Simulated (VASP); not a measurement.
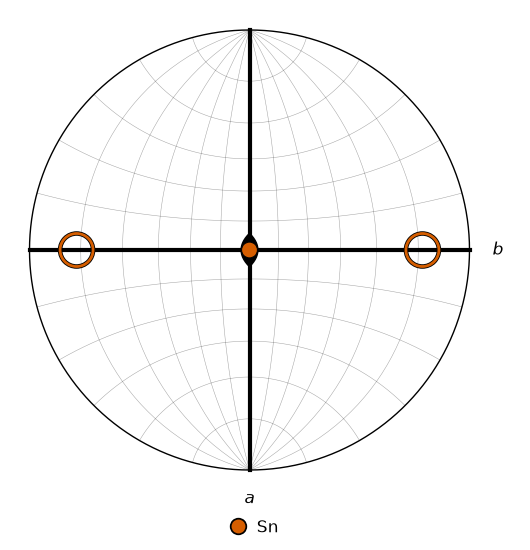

For SnO₂, the end point of a relaxation with VASP Kohn-Sham DFT of a periodic cell, PBE, VASP PAW PBE potentials, recommended (VASP): directions from one oxygen atom at (0, 1/2, 0.048) to its bonded neighbours, in stereographic projection down c (filled: above the plane of the page or in it, open: below). The drawing is computed from the coordinates (standard cell, symmetry found to 0.002 Å).

Neighbours are counted up to 2.50 Å for Sn. The symmetry elements of the site are drawn in: heavy lines are mirror planes (a heavy rim: a mirror in the plane of the page); lens, triangle, square and hexagon are 2-, 3-, 4- and 6-fold axes, a lens in an open square is −4, a triangle in an open hexagon −6; thin dashed diameters join the ends of axes that lie in the page; a small open circle marks inversion.

```yaml
crystal:
  lattice:
    - [4.05534, 0.00000, 0.00000]
    - [0.00000, 4.05534, 0.00000]
    - [0.00000, 0.00000, 10.37365]
  atoms:
    - { symbol: Sn, position: [0.00000, 0.00000, 0.00000] }
    - { symbol: Sn, position: [0.00000, 0.50000, 0.25000] }
    - { symbol: O, position: [0.00000, 0.50000, 0.04751] }
    - { symbol: O, position: [0.00000, 0.00000, 0.20249] }
    - { symbol: O, position: [0.00000, 0.50000, 0.45249] }
    - { symbol: O, position: [0.50000, 0.50000, 0.29751] }
    - { symbol: Sn, position: [0.50000, 0.50000, 0.50000] }
    - { symbol: Sn, position: [0.50000, 0.00000, 0.75000] }
    - { symbol: O, position: [0.50000, 0.00000, 0.54751] }
    - { symbol: O, position: [0.50000, 0.50000, 0.70249] }
    - { symbol: O, position: [0.50000, 0.00000, 0.95249] }
    - { symbol: O, position: [0.00000, 0.00000, 0.79751] }
```

Question: How many neighbours are there, and at what angles?

Answer: 3: 2 Sn at 2.09 Å, 1 Sn at 2.10 Å. Angles between bonds: 104° (2×), 153° (1×).

Question: What is the site's symmetry in the crystal?

Answer: Point group mm2 (C2v), order 4: one twofold axis, two mirror planes. In I4₁/amd, No. 141, origin choice 1 this is Wyckoff position 8e.
